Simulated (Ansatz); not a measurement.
Given this structure:

```yaml
crystal:
  lattice:
    - [3.91306, 0.00000, 0.00000]
    - [0.00000, 3.91306, 0.00000]
    - [0.00000, 0.00000, 3.91306]
  atoms:
    - { symbol: Tl, position: [0.00000, 0.00000, 0.00000] }
    - { symbol: Br, position: [0.50000, 0.50000, 0.50000] }
```

What does this file describe?

The solid is TlBr. It is primitive cubic, space group Pm-3m (No. 221). Structure type: caesium chloride (CsCl, B2) type. Content of the cell: 1 Tl, 1 Br (Z = 1). Neighbours within bonding distance: Tl 8 and Br 8.

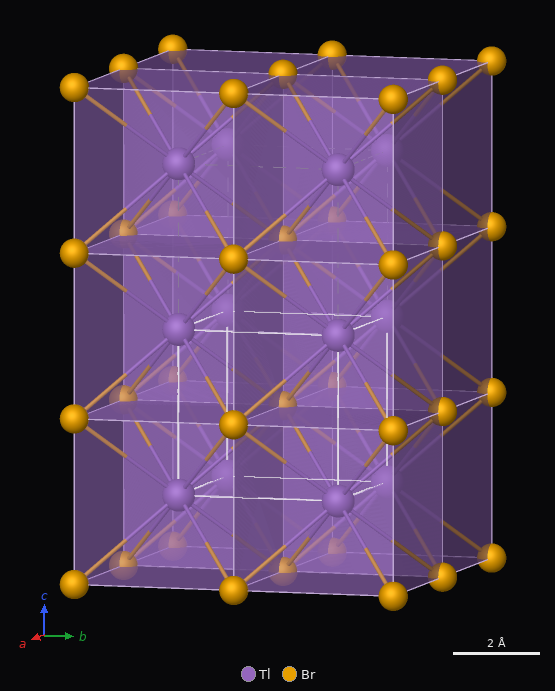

Polyhedral representation of a periodic structure, projected slightly off an axis. A 1×1×2 array of cells is drawn; the conventional unit cell has the solid edges. A few atoms beyond the faces are included.

The cell started as a structure type known for this compound. The cell was then strained or its atoms displaced on purpose. A calculation with Ansatz used it as input.
